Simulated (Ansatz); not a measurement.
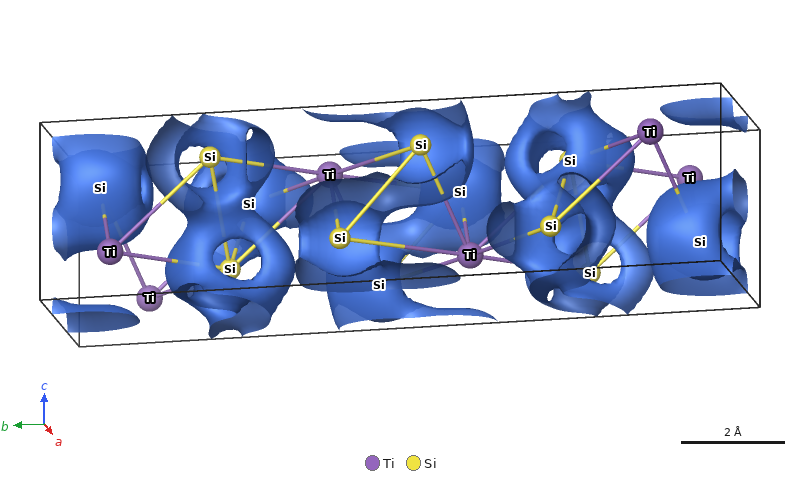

The picture shows: TiSi2. Isosurface of the ELF at 0.65 (blue), seen at an oblique angle. Core shells and regions of very low density are left out. Sticks mark near contacts.

Space group Cmcm; a structure from a database of computed crystals, not necessarily the ambient phase; started from the database_63 prototype, which need not be the ambient phase; computed without spin polarisation.

Theory: DFT PBE, scalar-relativistic, plane waves, PAW (Ansatz 0.2.0).

In a PAW calculation such maps are meaningful between the atoms, not at the nuclei.

Q: Identify the bonds, lone pairs and shells in this picture.

A: The surface consists of channels that run through the cell in one direction and sheets that run through the cell in two directions, counted in one cell of 12 atoms. Regions shared between cells count once. Profiles from the grid: Si–Si (2.40 Å): the ELF peaks at about 0.70 between the atoms. Ti–Si (2.59 Å): the ELF peaks at about 0.75 in the valence shell of Si, 0.9 Å from its nucleus, and is about 0.40 at the midpoint.
